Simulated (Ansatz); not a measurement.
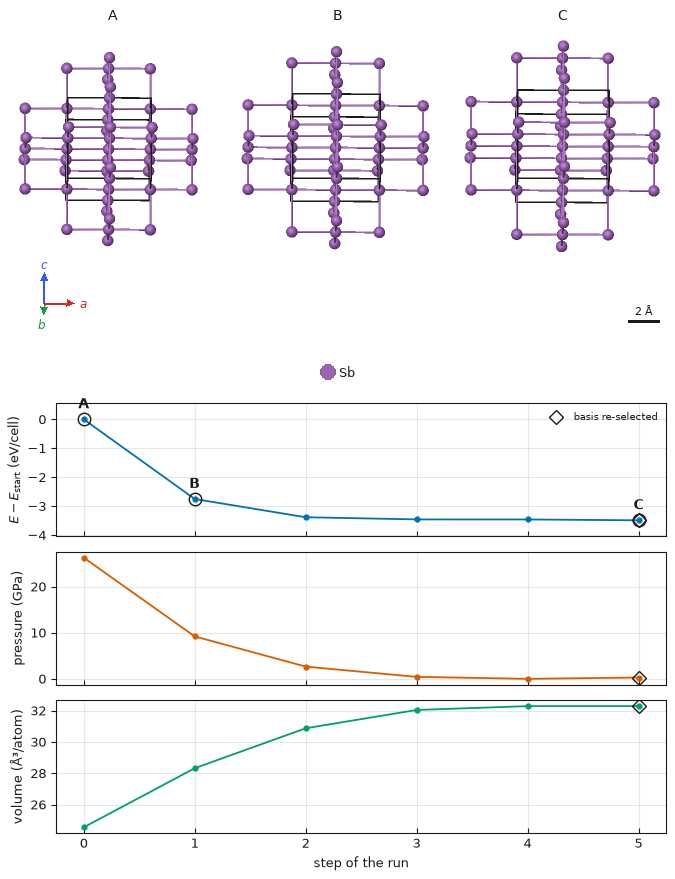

Frames of a relaxation of solid Sb (a generated structure, set up in Pm-3m) (coarse preliminary run), marked on the history of the run. The picture is a ball-and-stick view of the cell of the calculation, seen from a free direction.

The calculation used Ansatz 0.2.0, DFT PBE, scalar-relativistic, plane waves, PAW. Set-up: plane-wave cutoff 420 eV; k-point mesh 4 × 4 × 4; occupations gaussian; smearing width 0.1 eV; no spin polarisation; cell and atoms relaxed; force threshold 0.04 eV/Å; at most 70 steps.

Question: What happens along the run?

Answer: No atom moves by more than 0.005 Å relative to the cell. The volume changes by +31.5 %, with a = b = c 5.560 → 6.091 Å (+9.6 %). Among the contacts that change: Sb–Sb 2.780 → 3.046 Å. The space group stays Pm-3m (No. 221). The energy falls by 3.488 eV per cell of the calculation in 4 accepted moves (5 points after the start). All forces vanish by symmetry, so only the cell relaxes. Pressure: 26.28 GPa at the start and 0.29 GPa at the end. The SCF was repeated once at an unchanged geometry on a basis and grid sized afresh for the cell, which shifted the energy by 28.7 meV per cell of the calculation at most. From step 0 to 1: volume +15.3 %, energy −2.752 eV per cell of the calculation. From step 1 to 5: volume +14.0 %, energy −0.736 eV per cell of the calculation.

| step | E − E(0), meV/atom | pressure, GPa | volume, Å³/atom | note |
| --- | --- | --- | --- | --- |
| 0 | 0.00 | 26.28 | 24.554 |  |
| 1 | -393.13 | 9.21 | 28.323 |  |
| 2 | -483.15 | 2.65 | 30.872 |  |
| 3 | -493.86 | 0.43 | 32.039 |  |
| 4 | -494.13 | 0.00 | 32.285 |  |
| 5 | -498.23 | 0.29 | 32.285 | same geometry, new basis |
